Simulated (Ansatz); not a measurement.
Geometry relaxation, with input and output: MnSi (part 2 of 2)

MnSi (P2₁3, 8 atoms in the cell); DFT PBE, scalar-relativistic, plane waves, PAW, spin-polarised (Ansatz 0.2.0); cutoff 420 eV, 8×8×8 k-mesh, Gaussian smearing of 0.05 eV, collinear spins. The structure derives from an entry of the Crystallography Open Database.

Geometry of the input (Å; fractional positions):
```
4.5480  0.0000  0.0000
0.0000  4.5480  0.0000
0.0000  0.0000  4.5480
Mn 0.1380  0.1380  0.1380
Mn 0.3620  0.8620  0.6380
Mn 0.6380  0.3620  0.8620
Mn 0.8620  0.6380  0.3620
Si 0.8460  0.8460  0.8460
Si 0.6540  0.1540  0.3460
Si 0.3460  0.6540  0.1540
Si 0.1540  0.3460  0.6540
```

### Log, continued
```
SCF iter   1: F=—  HF=-18142.297851 eV  |F-HF|=—  |Δ(HF+E_count)|=         —  Δρ=1.60e-5 (↑1.23e-5 ↓1.60e-5)  dr2=2.93e-7  dr2_m=1.48e-8  M=3.974 μB ∫|m|=4.588 μB  β_m=0.65  ethr=8.15e-8  ⟨swp⟩=3.0  Hψ=33761  notcnv=0
preconditioner: auto → Resta (q_TF=auto, 2.642 Å⁻¹)  ε∞=13.4  [insulator: Δε(μ)=0.055 eV  Ē_g=7.287 eV  σ=0.050 eV  W_gap=0.51  n_scr=26 (ndim 8)  ℏωp=25.6 eV  f_vac=0.000  D(μ)=2.59/eV (n_scr^D=18)  ε∞_Penn≈13.4]
spin=Collinear: Resta preconditioning applied to the charge; magnetization (m = ρ↑ − ρ↓) channel mixes plain (no charge-response kernel on spin).
SCF iter   2: F=—  HF=-18142.297857 eV  |F-HF|=—  |Δ(HF+E_count)|=   5.78e-6  Δρ=6.26e-6 (↑4.27e-6 ↓6.26e-6)  dr2=1.99e-8  dr2_m=2.30e-9  M=3.974 μB ∫|m|=4.588 μB  β_m=0.60  ethr=3.85e-10  ⟨swp⟩=2.4  Hψ=7423  notcnv=0
SCF iter   3: F=—  HF=-18142.297857 eV  |F-HF|=—  |Δ(HF+E_count)|=   6.98e-8  Δρ=2.16e-6 (↑1.09e-6 ↓2.16e-6)  dr2=4.76e-9  dr2_m=4.90e-10  M=3.974 μB ∫|m|=4.588 μB  β_m=0.77  ethr=2.61e-11  ⟨swp⟩=2.0  Hψ=7976  notcnv=0
SCF iter   4: F=—  HF=-18142.297857 eV  |F-HF|=—  |Δ(HF+E_count)|=   5.42e-8  Δρ=2.19e-6 (↑1.41e-6 ↓2.19e-6)  dr2=1.30e-8  dr2_m=1.81e-10  M=3.974 μB ∫|m|=4.588 μB  β_m=0.77  ethr=6.27e-12  ⟨swp⟩=2.0  Hψ=6736  notcnv=0
SCF iter   5: F=—  HF=-18142.297857 eV  |F-HF|=—  |Δ(HF+E_count)|=   3.20e-8  Δρ=1.73e-6 (↑1.73e-6 ↓7.85e-7)  dr2=2.60e-9  dr2_m=2.79e-10  M=3.974 μB ∫|m|=4.588 μB  β_m=0.84  ethr=6.27e-12  ⟨swp⟩=3.0  Hψ=8890  notcnv=0
SCF iter   6: F=—  HF=-18142.297857 eV  |F-HF|=—  |Δ(HF+E_count)|=   1.04e-9  Δρ=3.90e-7 (↑3.90e-7 ↓2.70e-7)  dr2=1.76e-10  dr2_m=3.13e-11  M=3.974 μB ∫|m|=4.588 μB  β_m=0.88  ethr=3.41e-12  ⟨swp⟩=2.4  Hψ=6725  notcnv=0
SCF iter   7: F=—  HF=-18142.297857 eV  |F-HF|=—  |Δ(HF+E_count)|=  6.91e-11  Δρ=1.60e-7 (↑1.60e-7 ↓8.30e-8)  dr2=2.30e-11  dr2_m=2.66e-12  M=3.974 μB ∫|m|=4.588 μB  β_m=0.94  ethr=1.00e-12  ⟨swp⟩=2.4  Hψ=6405  notcnv=0
SCF iter   8: F=-18142.297857 eV  HF=-18142.297857 eV  |F-HF|=1.46e-11  |Δ(HF+E_count)|=  7.28e-12  Δρ=7.53e-8 (↑7.53e-8 ↓6.48e-8)  dr2=1.61e-11  dr2_m=3.49e-14  M=3.974 μB ∫|m|=4.588 μB  ethr=1.00e-12  ⟨swp⟩=2.9  Hψ=13968  notcnv=0
SCF 5 converged in 8 iterations: F = -18142.297857 eV  dr2 = 1.61e-11
relax step   5: F+E_penalty+E_count = -18142.29785691 eV  Δ(F+E_penalty+E_count) = +4.929e-4 eV  max|allowed force component| = 9.232e-4 eV/Å  Δτ_max = 0.0000 Å  P = +0.002 GPa  Ω = 92.235 Å³  stress off target by 1.96e-3 GPa  SCF on the basis re-selected at this cell (its energy is not comparable with the rows above)  (8 SCF iters)
```

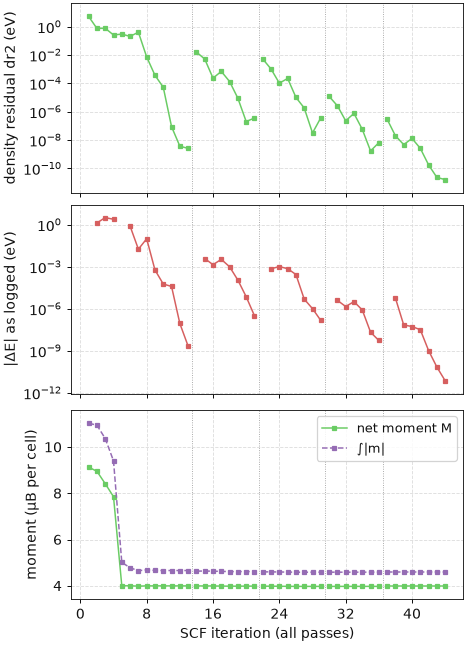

*Convergence of the self-consistent field: density residual dr2, size of the energy change and magnetic moment against the SCF iteration. The dotted lines part the SCF passes of the relaxation: geometry steps, rejected trials and re-solves on a re-selected basis.*

The 5 passes take 7 to 13 iterations each, 44 in all. The net moment goes from 9.1 to 4.0 μB per cell.

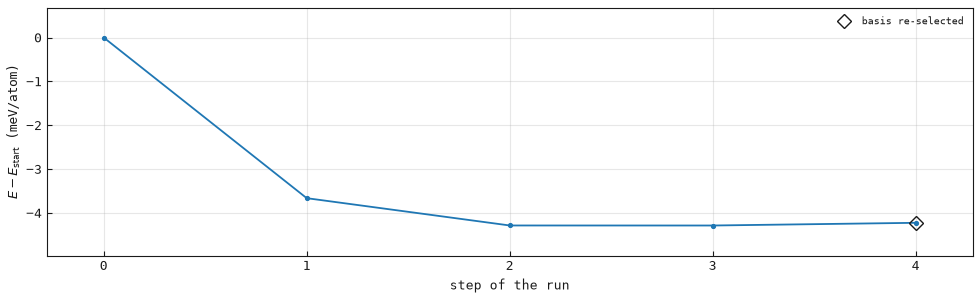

*Progress of the relaxation, step by step (the first geometry is step 0 here and step 1 in the log).*

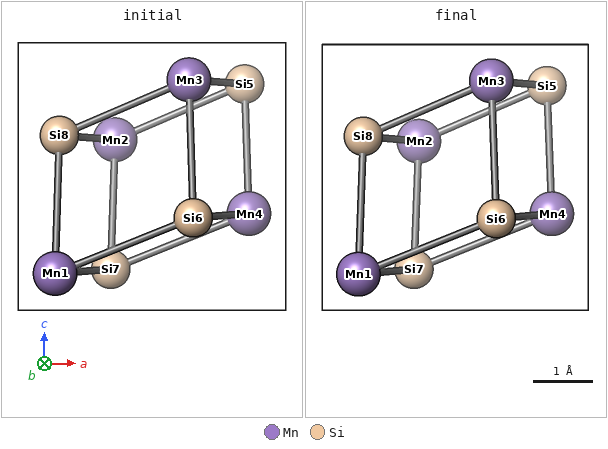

*Before (left) and after (right) the relaxation, at one scale (ball-and-stick view of the cell of the calculation, along the b axis).*

After 3 geometry steps the energy has fallen by 4.3 meV per atom. Largest force component: 0.15 eV/Å at the start, 0.00092 eV/Å at the end. Pressure: −4.41 GPa at the start and 0.00 GPa at the end. The largest moves relative to the cell, 0.013 Å, are those of Mn1, Mn2, Mn3 and Mn4. Largest moves by element: Mn 0.013 Å, Si 0.007 Å. The drawn cell changes as follows: a = b = c 4.548 → 4.518 Å (−0.7 %); the volume changes by −2.0 %. Among the contacts that change: Mn1–Si6 2.397 → 2.373 Å, Mn1–Si5 2.300 → 2.279 Å. The space group stays P2_13 (No. 198). A last SCF at the same geometry on a re-selected plane-wave basis shifts the energy by +0.1 meV per atom. (Atoms are counted from 1 in the order of the input.)

```
basis re-selected at this cell: Δ(F+E_penalty+E_count) = +4.929e-4 eV, ΔP = -0.004 GPa vs the last step (what re-selecting the basis moved, of the pressure what is left beyond the Pulay correction that the steps carried, after the strain that the cell walked since its last selection, with what the two solves' SCF thresholds leave and, on support functions, any second-order correction that the steps lacked; it is no measure of the basis error at this ecutwfc). This SCF's stress stands 1.96e-3 GPa from its target on what of the cell is left free (relax.cell.stress_tol is 4.00e-2 GPa) and its largest allowed force component is 9.23e-4 eV/Å (relax.f_tol is 1.00e-2 eV/Å): within both
an SCF from ferrimagnetic starting moments (3.50, -3.50, 3.50, 3.50, 0.00, 0.00, 0.00, 0.00 Bohr magnetons, atom by atom) was not made, so that it is not known whether that order lies lower: the deck asks for what bars it, or types moments that do (magnetization.spin_polarized, in the input reference, names some of the keys), or the run goes by scf.lower_state_search: light, the default, which as a rule tries one only behind a close that has lost an order of both signs, or on which an open d or half-filled 4f shell of a PAW file has lost a moment that was set nearer to Hund's than to what is left; or, under a Hubbard U, one that names an f shell that the input leaves bare beside given moments, or a larger moment for a shell of low spin that is given one. standard, with a start from the atoms, tries one behind each close (in a relaxation, ahead of its steps or at their end). To set out from that order, type those moments (crystal.atoms[].spin; where shells were raised to Hund's moment, beside crystal.symmetry.detect: false) under scf.lower_state_search: light. The bands of the close that named these starting moments, or of the one ahead of a search that led to it (under cold or Methfessel-Paxton smearing those of the Gaussian ahead of it) read a cost of +247.19 meV for the turn to them, carried on from a small turn (+247.19 by the pairs of d shells alone)
SCF converged after 8 iterations
Magnetization: 3.9739 μB (39.9870 up, 36.0130 down)
Absolute magnetization: 4.5881 μB (∫|ρ↑−ρ↓|, with the PAW one-centre terms)
Spin contamination: 0.0685 ħ² per cell (⟨S²⟩ above its minimum at these occupations)
Per-site moments (μB) at R_I (Å): [(1.0004992089940985, 0.9400395207051203), (1.0004992089940978, 0.9400395207051201), (1.0004992089940983, 0.9400395207051201), (1.0004992089940967, 0.9400395207051201), (-0.038650472695379044, 0.9400395207051203), (-0.03865047269537898, 0.9400395207051201), (-0.038650472695378926, 0.9400395207051201), (-0.038650472695378774, 0.9400395207051201)]
Free energy (F): -18142.297857 eV
Harris-Foulkes:  -18142.297857 eV  (|F-HF|=1.46e-11)
Internal energy: -18142.294617 eV  (E = F + TS)
E sigma→0 (E₀):  -18142.296237 eV
Entropy (-TS):   -0.003240 eV (-0.405 meV/atom)
Fermi energy:    16.065776 eV
--- Per-component energies (eV) ---
  E_band       = -718.420556
  E_kinetic    = 1419.937578
  E_local      = -8537.575668  (includes V_loc(G=0)·N_el)
  E_nonlocal   = 1051.966754
  E_hartree    = 3667.991431
  E_xc         = -692.359338
  E_vxc        = -792.020147  (∫ρ·V_xc dr)
  E_paw        = -7245.309823  (= ΣΔE_a)
  E_vpaw       = -1196.712417  (= ΣTr[D̂ρ^β])
  E_aug_tail   = -0.000012  (compensation charges beyond the density's cutoff)
  E_ewald      = -7806.945539
  E_smearing   = -0.003240  (= −TS)
  E_closure    = 0.000000  (closes the sum)
  Σ components = -18142.297857   (vs F -18142.297857, Δ=0.00e0)
--- Forces (eV/Å), atoms counted from 1 ---
  atom   1  Mn    -0.00001527    -0.00001527    -0.00001527
  atom   2  Mn     0.00001527     0.00001527    -0.00001527
  atom   3  Mn    -0.00001527     0.00001527     0.00001527
  atom   4  Mn     0.00001527    -0.00001527     0.00001527
  atom   5  Si    -0.00092316    -0.00092316    -0.00092316
  atom   6  Si     0.00092316     0.00092316    -0.00092316
  atom   7  Si    -0.00092316     0.00092316     0.00092316
  atom   8  Si     0.00092316    -0.00092316     0.00092316
  max |Σ_I F_I| component: 1.34e-16 eV/Å
--- Stress (GPa, compression-positive) ---
        0.001956       0.000000       0.000000
        0.000000       0.001956       0.000000
        0.000000       0.000000       0.001956
  P = ⅓ Tr σ = 0.0020 GPa (0.020 kbar)
--- Band table (eV; the first three rows and the last of 90) ---
  k-point 0 ↑: bands = ["-63.4457", "-63.4191", "-63.4191", "-63.4191", "-32.3016", "-32.3016", "-32.3016", "-32.2271", "-32.2271", "-32.2214", "-32.2214", "-32.2214", "-32.1313", "-32.1313", "-32.1313", "-32.0698", "3.1721", "8.2310", "8.2310", "8.2310", "11.1499", "11.1499", "11.1499", "12.5107", "12.5107", "12.5107", "13.0398", "13.3328", "13.3328", "13.5999", "13.5999", "13.5999", "14.1387", "14.1387", "14.1387", "15.6890", "15.6890", "15.6890", "15.7529", "15.7529", "16.8465", "16.8465", "16.8465", "19.0646", "19.0646", "19.0646", "19.7991", "19.7991", "20.2514", "20.2514", "20.2514", "21.7385", "22.9577", "22.9577"]
  k-point 1 ↑: bands = ["-63.4449", "-63.4222", "-63.4189", "-63.4170", "-32.3132", "-32.3045", "-32.2873", "-32.2301", "-32.2300", "-32.2243", "-32.2209", "-32.2123", "-32.1334", "-32.1319", "-32.1275", "-32.0720", "3.2855", "7.5308", "8.2926", "8.7675", "10.6806", "11.2227", "11.6446", "11.9629", "12.2815", "13.0188", "13.1013", "13.3280", "13.4286", "13.5812", "13.6172", "13.6514", "13.9946", "14.1339", "14.3407", "15.5268", "15.5385", "15.7245", "15.7568", "15.9218", "16.6409", "16.8074", "17.1349", "18.6527", "18.8814", "19.1418", "19.3039", "19.9522", "20.4196", "20.5466", "20.5508", "22.0576", "22.2217", "23.3168"]
  k-point 2 ↑: bands = ["-63.4427", "-63.4261", "-63.4182", "-63.4160", "-32.3210", "-32.3113", "-32.2719", "-32.2363", "-32.2352", "-32.2225", "-32.2174", "-32.2053", "-32.1345", "-32.1332", "-32.1209", "-32.0783", "3.6211", "6.6674", "8.4729", "9.1932", "10.3523", "11.3654", "11.5211", "11.8874", "12.1447", "12.7991", "13.3913", "13.4857", "13.5595", "13.5817", "13.6835", "13.6998", "14.0647", "14.0822", "14.4514", "15.2347", "15.4387", "15.6358", "15.7758", "16.0543", "16.4591", "16.6940", "17.5845", "18.3537", "18.5570", "18.7517", "19.0950", "20.2206", "20.7070", "20.7878", "21.2198", "22.0294", "22.3795", "22.8847"]
  k-point 44 ↓: bands = ["-62.2840", "-62.2840", "-62.2840", "-62.2840", "-31.2673", "-31.2673", "-31.2673", "-31.2673", "-31.0539", "-31.0539", "-31.0539", "-31.0539", "-30.9533", "-30.9533", "-30.9533", "-30.9533", "7.1201", "7.1201", "7.1201", "7.1201", "9.9111", "9.9111", "9.9111", "9.9111", "13.9099", "13.9099", "13.9099", "13.9099", "14.1793", "14.1793", "14.1793", "14.1793", "16.1392", "16.1392", "16.1392", "16.1392", "16.3134", "16.3134", "16.3134", "16.3134", "17.3509", "17.3509", "17.3509", "17.3509", "21.4495", "21.4495", "21.4495", "21.4495", "22.2931", "22.2931", "22.2931", "22.2931", "24.3336", "24.3336"]
--- Relaxed structure (4 steps of the walk, 4 accepted, 1 SCFs on fresh bases) ---
  F+E_penalty+E_count = -18142.29785691 eV   max|allowed force component| = 9.232e-4 eV/Å   (the final SCF, on the basis selected at the relaxed cell)
  cell:  # Å, volume = 92.2347 Å³
    - [4.518192564241468, 2.64815367353245e-34, 1.6691392851356043e-33]
    - [-1.1635826747339547e-34, 4.518192564241468, -3.4167702463901154e-34]
    - [1.79753461476142e-33, -3.4167702463901154e-34, 4.518192564241468]
  atoms:
    - { symbol: Mn, position: [0.13636747326426843, 0.13636747326426843, 0.13636747326426843] }
    - { symbol: Mn, position: [0.3636325267357316, 0.8636325267357317, 0.6363674732642685] }
    - { symbol: Mn, position: [0.6363674732642685, 0.3636325267357316, 0.8636325267357317] }
    - { symbol: Mn, position: [0.8636325267357317, 0.6363674732642685, 0.3636325267357316] }
    - { symbol: Si, position: [0.84516383570817, 0.84516383570817, 0.84516383570817] }
    - { symbol: Si, position: [0.65483616429183, 0.15483616429182998, 0.34516383570817] }
    - { symbol: Si, position: [0.34516383570817, 0.65483616429183, 0.15483616429182998] }
    - { symbol: Si, position: [0.15483616429182998, 0.34516383570817, 0.65483616429183] }
--- Löwdin populations: 8 sites ---
  site symbol       q [e]    m [muB]
     0     Mn     14.6789     1.0912
     1     Mn     14.6789     1.0912
     2     Mn     14.6789     1.0912
     3     Mn     14.6789     1.0912
     4     Si      4.0846    -0.0966
     5     Si      4.0846    -0.0966
     6     Si      4.0846    -0.0966
     7     Si      4.0846    -0.0966
  spilling = 0.012450 (of n_electrons = 76.000000)
```

### File populations.tsv
```
# site	symbol	l	j	q_up	q_dn
# orbitals = lowdin
# n_electrons = 76.000000
# spilling = 0.012450
0	Mn	0_3S	-	0.997978	0.998092
0	Mn	0_4S	-	0.233894	0.235839
0	Mn	1_3P	-	2.995460	2.995566
0	Mn	2_3D	-	3.657685	2.564359
1	Mn	0_3S	-	0.997978	0.998092
1	Mn	0_4S	-	0.233894	0.235839
1	Mn	1_3P	-	2.995460	2.995566
1	Mn	2_3D	-	3.657685	2.564359
2	Mn	0_3S	-	0.997978	0.998092
2	Mn	0_4S	-	0.233894	0.235839
2	Mn	1_3P	-	2.995460	2.995566
2	Mn	2_3D	-	3.657685	2.564359
3	Mn	0_3S	-	0.997978	0.998092
3	Mn	0_4S	-	0.233894	0.235839
3	Mn	1_3P	-	2.995460	2.995566
3	Mn	2_3D	-	3.657685	2.564359
4	Si	0_3S	-	0.621032	0.639699
4	Si	1_3P	-	1.372972	1.450873
5	Si	0_3S	-	0.621032	0.639699
5	Si	1_3P	-	1.372972	1.450873
6	Si	0_3S	-	0.621032	0.639699
6	Si	1_3P	-	1.372972	1.450873
7	Si	0_3S	-	0.621032	0.639699
7	Si	1_3P	-	1.372972	1.450873
```

### Trajectory as extended XYZ (Å, eV, eV/Å), 5 frames, from step=1 to step=5
```
8
Lattice="4.5480 0.0000 0.0000 0.0000 4.5480 0.0000 0.0000 0.0000 4.5480" Properties=species:S:1:pos:R:3:forces:R:3 step=1 energy=-18142.26406 pressure_GPa=-4.41
Mn    0.6276    0.6276    0.6276   -0.1488  -0.1488  -0.1488
Mn    1.6464    3.9204    2.9016    0.1488   0.1488  -0.1488
Mn    2.9016    1.6464    3.9204   -0.1488   0.1488   0.1488
Mn    3.9204    2.9016    1.6464    0.1488  -0.1488   0.1488
Si    3.8476    3.8476    3.8476   -0.0554  -0.0554  -0.0554
Si    2.9744    0.7004    1.5736    0.0554   0.0554  -0.0554
Si    1.5736    2.9744    0.7004   -0.0554   0.0554   0.0554
Si    0.7004    1.5736    2.9744    0.0554  -0.0554   0.0554
8
Lattice="4.5276 0.0000 0.0000 0.0000 4.5276 0.0000 0.0000 0.0000 4.5276" Properties=species:S:1:pos:R:3:forces:R:3 step=2 energy=-18142.29336 pressure_GPa=-1.51
Mn    0.6213    0.6213    0.6213   -0.0722  -0.0722  -0.0722
Mn    1.6425    3.9063    2.8851    0.0722   0.0722  -0.0722
Mn    2.8851    1.6425    3.9063   -0.0722   0.0722   0.0722
Mn    3.9063    2.8851    1.6425    0.0722  -0.0722   0.0722
Si    3.8287    3.8287    3.8287   -0.0305  -0.0305  -0.0305
Si    2.9627    0.6989    1.5649    0.0305   0.0305  -0.0305
Si    1.5649    2.9627    0.6989   -0.0305   0.0305   0.0305
Si    0.6989    1.5649    2.9627    0.0305  -0.0305   0.0305
8
Lattice="4.5176 0.0000 0.0000 0.0000 4.5176 0.0000 0.0000 0.0000 4.5176" Properties=species:S:1:pos:R:3:forces:R:3 step=3 energy=-18142.29834 pressure_GPa=0.09
Mn    0.6161    0.6161    0.6161    0.0008   0.0008   0.0008
Mn    1.6427    3.9015    2.8749   -0.0008  -0.0008   0.0008
Mn    2.8749    1.6427    3.9015    0.0008  -0.0008  -0.0008
Mn    3.9015    2.8749    1.6427   -0.0008   0.0008  -0.0008
Si    3.8183    3.8183    3.8183   -0.0038  -0.0038  -0.0038
Si    2.9581    0.6993    1.5595    0.0038   0.0038  -0.0038
Si    1.5595    2.9581    0.6993   -0.0038   0.0038   0.0038
Si    0.6993    1.5595    2.9581    0.0038  -0.0038   0.0038
8
Lattice="4.5182 0.0000 0.0000 0.0000 4.5182 0.0000 0.0000 0.0000 4.5182" Properties=species:S:1:pos:R:3:forces:R:3 step=4 energy=-18142.29835 pressure_GPa=0.01
Mn    0.6161    0.6161    0.6161    0.0000   0.0000   0.0000
Mn    1.6430    3.9021    2.8752    0.0000   0.0000   0.0000
Mn    2.8752    1.6430    3.9021    0.0000   0.0000   0.0000
Mn    3.9021    2.8752    1.6430    0.0000   0.0000   0.0000
Si    3.8186    3.8186    3.8186   -0.0009  -0.0009  -0.0009
Si    2.9587    0.6996    1.5595    0.0009   0.0009  -0.0009
Si    1.5595    2.9587    0.6996   -0.0009   0.0009   0.0009
Si    0.6996    1.5595    2.9587    0.0009  -0.0009   0.0009
8
Lattice="4.5182 0.0000 0.0000 0.0000 4.5182 0.0000 0.0000 0.0000 4.5182" Properties=species:S:1:pos:R:3:forces:R:3 step=5 energy=-18142.29786 pressure_GPa=0.00
Mn    0.6161    0.6161    0.6161    0.0000   0.0000   0.0000
Mn    1.6430    3.9021    2.8752    0.0000   0.0000   0.0000
Mn    2.8752    1.6430    3.9021    0.0000   0.0000   0.0000
Mn    3.9021    2.8752    1.6430    0.0000   0.0000   0.0000
Si    3.8186    3.8186    3.8186   -0.0009  -0.0009  -0.0009
Si    2.9587    0.6996    1.5595    0.0009   0.0009  -0.0009
Si    1.5595    2.9587    0.6996   -0.0009   0.0009   0.0009
Si    0.6996    1.5595    2.9587    0.0009  -0.0009   0.0009
```

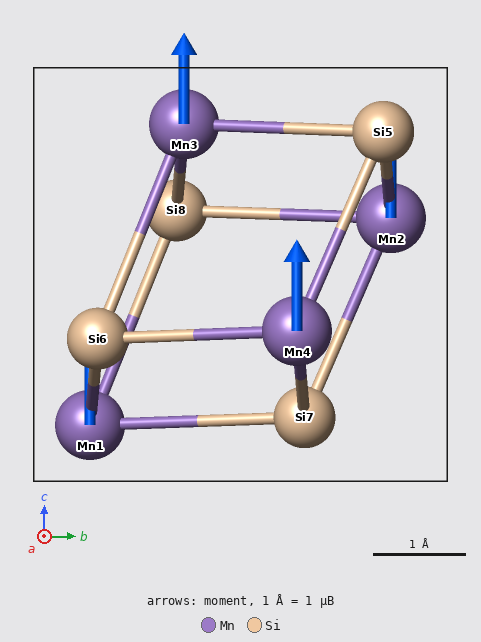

*Magnetic moments of the sites as blue arrows (ball-and-stick view of the cell of the calculation, along the a axis; atoms are numbered from 1 in the order of the input); small moments hardly show. The run is collinear, so the axis drawn is arbitrary.*

Site moments: all 4 Mn atoms (1.00 μB). They are counted near the atoms and needn't add up to the moment of the cell.
